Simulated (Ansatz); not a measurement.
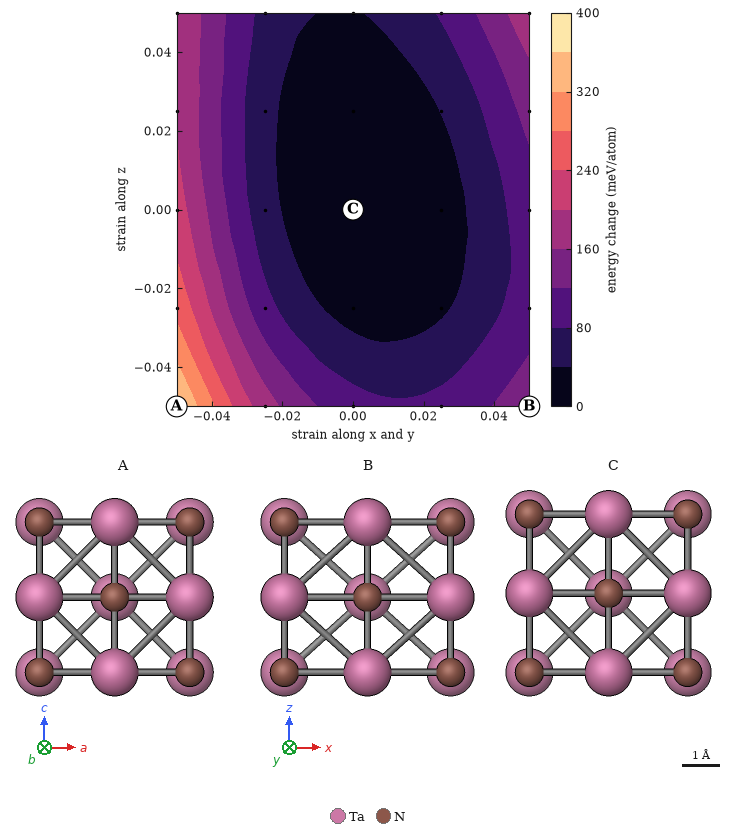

A crystal of TaN (Fm-3m): the cell is strained equally along x and y and separately along z, with the atoms kept at their fractional coordinates. x, y and z are the Cartesian axes of the input. The map is interpolated between the computed points (dots). The lettered frames are marked on it. The picture is a ball-and-stick view of the conventional cell (4 times the calculation's cell), seen along the b axis. Lengths and directions refer to the drawn axes.

Level of theory: Ansatz 0.2.0, DFT PBEsol, scalar-relativistic, plane waves, PAW. (plane-wave cutoff 420 eV; k-point mesh 18 × 18 × 18; occupations gaussian; smearing width 0.15 eV; no spin polarisation). Energies (free energies at the smearing named) are counted from the cell as listed in its source, which wasn't relaxed.

Question: What does the map show?

Answer: In pairs of (strain along x and y; strain along z): the lowest computed point lies at (0.000, 0.000) (0 meV/atom), the highest at (−0.050, −0.050) (366 meV/atom). The valley is tilted: raising the in-plane strain is made harder by raising the strain along z (cross term 0.23 of the geometric mean of the two curvatures). Over the ranges scanned the energy rises more along the first axis, the in-plane strain. The pressure runs from −35.5 GPa at (0.050, 0.050) to 85.2 GPa at (−0.050, −0.050). The frames lie at A (−0.050, −0.050): 366 meV/atom, B (0.050, −0.050): 144 meV/atom, C (0.000, 0.000): 0 meV/atom.

The computed points:

Rows: strain along x and y; columns: strain along z; values in meV/atom.

```
        −0.050  −0.025  0.000  0.025  0.050
−0.050     366     269    218    198    198
−0.025     179      95     58     53     69
 0.000      97      26      0      8     38
 0.025      93      35     21     41     84
 0.050     144     102    102    133    187
```
